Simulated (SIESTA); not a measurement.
# Energy of Al along an even scaling of the cell

System: Al (2 atoms in the cell).
Method: Kohn-Sham DFT of a periodic cell, PBEsol, PseudoDojo 0.4 standard, converted to PSML, no spin polarisation (SIESTA 5.4.2).

The 7 runs differ only in the geometry, by an even scaling of the cell at fixed fractional positions. The structure derives from a Materials Project entry.

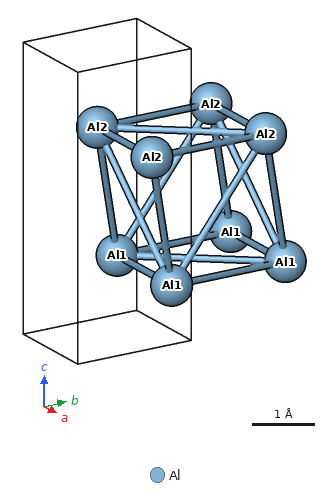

Figure 1. The structure of run 4 (ball-and-stick view of the cell of the calculation, repeated 2 × 2 × 1, seen slightly off an axis; atoms are numbered from 1 in the order of the input). An atom can appear more than once, as a periodic image.

## Input of run 4
```
SystemName                      Al
SystemLabel                     Al
NumberOfSpecies                 1
NumberOfAtoms                   2
%block ChemicalSpeciesLabel
  1  13 Al
%endblock ChemicalSpeciesLabel

LatticeConstant                 1.0 Ang
%block LatticeVectors
     2.8124553515     0.0000000000     0.0000000000
    -1.4062276757     2.4356577814     0.0000000000
     0.0000000000     0.0000000000     4.8668500000
%endblock LatticeVectors
AtomicCoordinatesFormat         Fractional
%block AtomicCoordinatesAndAtomicSpecies
     0.3333333333     0.6666666667     0.2500000000  1  Al
     0.6666666667     0.3333333333     0.7500000000  1  Al
%endblock AtomicCoordinatesAndAtomicSpecies

%block kgrid.MonkhorstPack
   11   0   0  0.0
    0  11   0  0.0
    0   0   6  0.0
%endblock kgrid.MonkhorstPack
XC.Functional                   GGA
XC.Authors                      PBEsol
PAO.BasisSize                   DZP
PAO.EnergyShift                 0.003 Ry
Mesh.Cutoff                     500 Ry
OccupationFunction              FD
ElectronicTemperature           0.05 eV
MaxSCFIterations                120
SCF.MustConverge                false
SCF.Mixer.Method                Pulay
SCF.Mixer.Weight                0.25
SCF.Mixer.History               8
SCF.DM.Tolerance                5.0e-05
SCF.H.Tolerance                 1.0e-03 eV
WriteForces                     true
Charge.Mulliken                 end
Charge.Hirshfeld                end
Charge.Voronoi                  end
SaveRho                         true
SaveElectrostaticPotential      true
```

Command:
```bash
siesta Al.fdf > Al.out 2>&1
```

Lattice vectors (Å) and fractional positions of run 4:
```
   2.812455    0.000000    0.000000
  -1.406228    2.435658    0.000000
   0.000000    0.000000    4.866850
Al  0.333333  0.666667  0.250000
Al  0.666667  0.333333  0.750000
```

Run 5 has the same physical settings and fractional positions; its lattice vectors (Å) are:
```
   2.831081    0.000000    0.000000
  -1.415541    2.451788    0.000000
   0.000000    0.000000    4.899082
```

## Results, with one run withheld

```csv
run,volume per atom (Å³),"free energy per atom, from the lowest run given (meV)",pressure (GPa)
1,15.669,8.77,4.19
2,16.003,2.32,2.08
3,16.336,0.00,0.22
4,16.669,1.32,−1.42
5,17.003,?,?
6,17.336,13.20,−4.15
7,17.670,23.07,−5.28
```

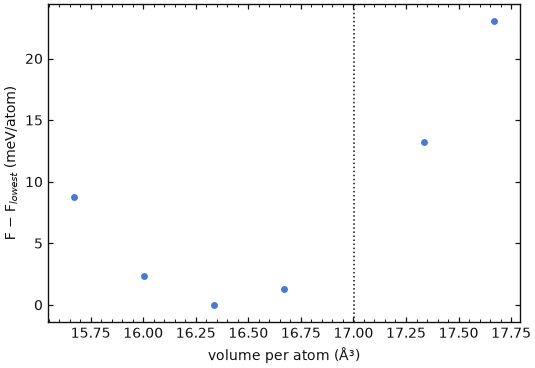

Figure 2. Free energy per atom of the runs given; the dotted line marks run 5.

Estimate the energy of run 5 from the others.

A cubic polynomial in V^(−2/3) (the Birch–Murnaghan form), fitted to the 6 runs given, misses them by under 0.01 meV per atom. With x = V^(−2/3) − 0.15374 Å⁻², it reads F = 0.69466 − 1070.4 x + 3.9794e+05 x² + 1.5044e+06 x³ (meV per atom). At run 5 it gives 5.85 meV per atom, and the run itself gives 5.85. The slope of the fit gives a pressure −dF/dV of −2.88 GPa there, and the run prints −2.87 GPa. The fit has its minimum at 16.375 Å³ per atom, where V d²F/dV² gives 84.5 GPa. Cell shape and fractional positions are held, so this is the stiffness under even scaling; the relaxed bulk modulus wasn't computed.

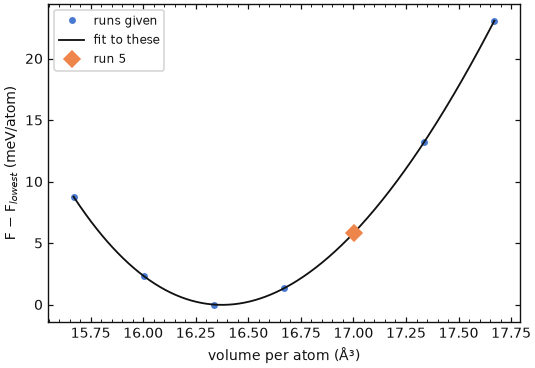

Figure 3. The fit and the withheld run.

## Some lines of the output (run 5)
```
[...]
outcell: Cell volume (Ang**3)        :     34.0056
stepf: Fermi-Dirac step function
siesta: Etot    =      -126.062404
siesta: FreeEng =      -126.067071
        iscf     Eharris(eV)        E_KS(eV)     FreeEng(eV)     dDmax    Ef(eV) dHmax(eV)
siesta: E_KS(eV) =             -126.0654
siesta: E_KS - E_eggbox =      -126.0654
siesta: Etot    =      -126.065377
siesta: FreeEng =      -126.070171
siesta:         Fermi =      -5.737324
siesta: Cell volume =         34.005568 Ang**3
    Orbital volume contribution        =           3.652984 eV
```

Notes: Points of doubt noted for this run: mulliken charges of long orbitals. With a small basis of atomic orbitals these values can differ much from converged plane-wave results.
